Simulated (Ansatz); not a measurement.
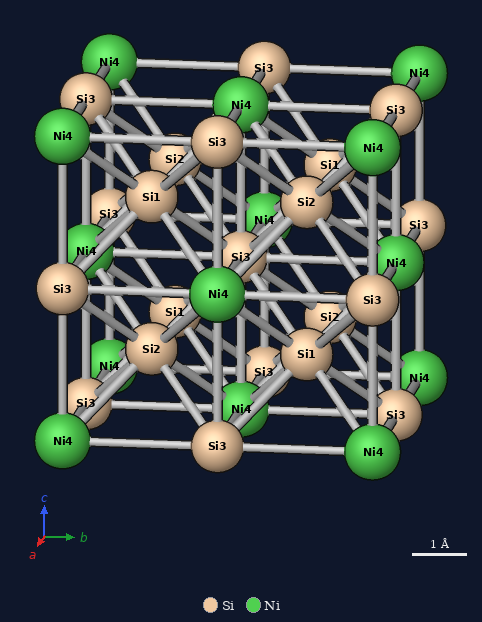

**Figure 1.** The structure (ball-and-stick view of the cell 4 times as large as that of the calculation, set on its symmetry axes, seen at an oblique angle; atoms are numbered from 1 in the order of the input). An atom can appear more than once, as a periodic image. Near neighbours in the periodic cell (some may lie outside the picture): Si has 4 Ni at 2.56 Å and 4 Si at 2.56 Å; Si has 6 Ni at 2.95 Å and 8 Si at 2.56 Å; Ni has 14 Si at 2.56 to 2.95 Å.

**NiSi3: single-point calculation (part 1 of 2)**

NiSi3 (Fm-3m, 4 atoms in the cell), computed with DFT r2SCAN, scalar-relativistic, plane waves, PAW, spin-polarised (Ansatz 0.2.0).

The structure was built on a prototype by a generator; it need not be a known phase. It belongs to a series of runs on one base structure; here: large parallel starting moments. Figures and captions count atoms from 1; the log counts them from 0 in places.

### Input
```yaml
crystal:
  lattice:
    - [0.0, 2.9546283616, 2.9546283616]
    - [2.9546283616, 0.0, 2.9546283616]
    - [2.9546283616, 2.9546283616, 0.0]
  atoms:
    - { symbol: Si, position: [0.25, 0.25, 0.25] }
    - { symbol: Si, position: [0.75, 0.75, 0.75] }
    - { symbol: Si, position: [0.5, 0.5, 0.5] }
    - { symbol: Ni, position: [0.0, 0.0, 0.0], spin: 2.5 }
basis:
  ecutwfc: 500
kpoints:
  mp_grid: { grid: [12, 12, 12] }
hamiltonian:
  xc: r2scan
scf:
  occupations: { method: gaussian, width: 0.1 }
  lower_state_search: "off"
output:
  forces: true
  stress: true
  eigenvalues: true
  populations: true
magnetization:
  spin_polarized: true
```

Machine: 1 thread of Arm Neoverse V2, 24 GiB of memory available, shared host.

Command:
```bash
ansatz run input.yaml --threads 1 --pin off --max-ram 2560MiB --backend cpu --events-out ev --progress --plain --runs-dir out
```

### The program's output
```
Engine: ansatz 0.2.0, aarch64-unknown-linux-gnu
Pseudopotentials: kind: paw
Pseudopotential: Si, paw, valence charge 4, recommended cutoff 500 eV (meta_gga), Si.paw.azcp
Pseudopotential: Ni, paw, valence charge 18, recommended cutoff 500 eV (meta_gga), Ni.paw.azcp
Functional definition: r2SCAN
  parameter k0 = 0.174
  parameter k1 = 0.065
  parameter a1 = 4.9479
  exchange = r2scan_x(k0 = k0, k1 = k1, a1 = a1)
  correlation = r2scan_c
Crystal: 4 atoms, lattice volume = 51.587 Å³
Basis set: ecut = 500 eV, 1363 PW (Γ), exchange–correlation on 128×128×128 points (64 copies of the dense FFT grid, shifted against one another)
Bands: 21, of which v1, the nominal top of the filled ones, is band 15 counted from 1 (14 counted from 0)
Symmetry: 48 space group operations
Space group: Fm-3m (ITA 225), of the structure as read, at distance tolerance 3.7e-5 Å
Magnetic group: BNS 225.116 (UNI 1618), of the structure as read, at distance tolerance 3.7e-5 Å
k-points: 72 of 1728
Non-local potential: Si, projectors of the file, l = 0: 2, l = 1: 2, l = 2: 2
Non-local potential: Ni, projectors of the file, l = 0: 3, l = 1: 2, l = 2: 3, l = 3: 1
PAW form: soft (Blöchl's): semilocal exchange-correlation on the pseudo side does not see the compensation charge
PAW frozen core: Si, regenerated for the run's functional (the file was generated under x = pbe(κ = 0.804, μ = 0.2195149727645171), c = pbe(β = 0.06672455060314922))
PAW frozen core: Ni, regenerated for the run's functional (the file was generated under x = pbe(κ = 0.804, μ = 0.2195149727645171), c = pbe(β = 0.06672455060314922))
PAW one-centre angular grid: Si, 302 points (default); XC on 160 Gauss nodes
PAW one-centre angular grid: Ni, 590 points (default); XC on 160 Gauss nodes
Initial density: superposition of atomic densities (chi_scale 0.1, normalization cell)
Starting moments: Σ|m| = 2.5 μB on 1 of 4 sites
Initial wavefunctions: pseudopotential atomic-orbital guess
Functional: x = r2scan, c = r2scan; τ floored in thin density (d = 2e-4 eV/Å³)
```
